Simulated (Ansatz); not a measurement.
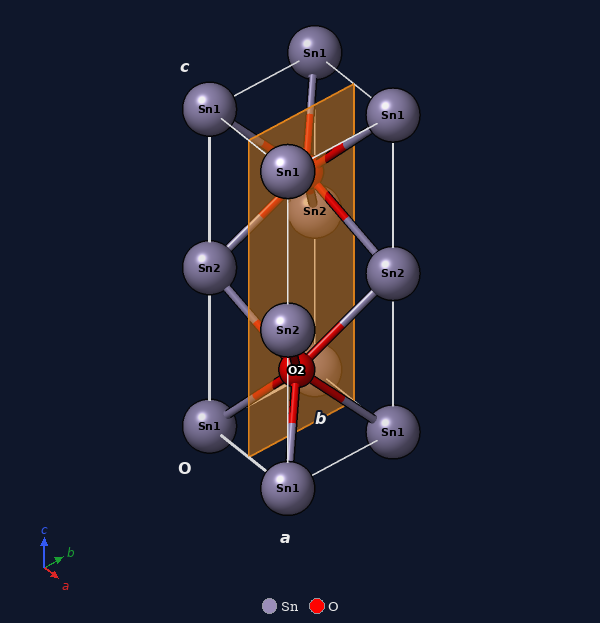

Crystal: SnO, the end point of a relaxation with DFT PBE, scalar-relativistic, plane waves, PAW in Ansatz; the starting structure was generated, so it need not be a known form of this composition. The shaded plane is a symmetry element of the crystal. Symmetry computed with spglib at a tolerance of 0.002 Å; standard conventional cell.

a = 3.469 Å, b = 3.469 Å, c = 6.438 Å, α = 90.00°, β = 90.00°, γ = 120.00°.

| atom | x | y | z |
| --- | --- | --- | --- |
| Sn1 | 0.0000 | 0.0000 | 0.0000 |
| Sn2 | 0.0000 | 0.0000 | 0.5000 |
| O1 | 0.3333 | 0.6667 | 0.7500 |
| O2 | 0.6667 | 0.3333 | 0.2500 |

### Is it a mirror or a glide plane, and what is the operation?

It is a glide plane with glide vector (0, 1/2, 1/2), parallel to (1 0 0), through (1/2, 1/2, 1/2): x, y, z → −x+1, −x+y+1, z+1/2.

### Onto which atom does it carry each atom (up to whole multiples of a, b and c)?

Sn1 → Sn2, Sn2 → Sn1, O1 → O2, O2 → O1.

### What is the crystal's space group?

No. 194, P6₃/mmc.
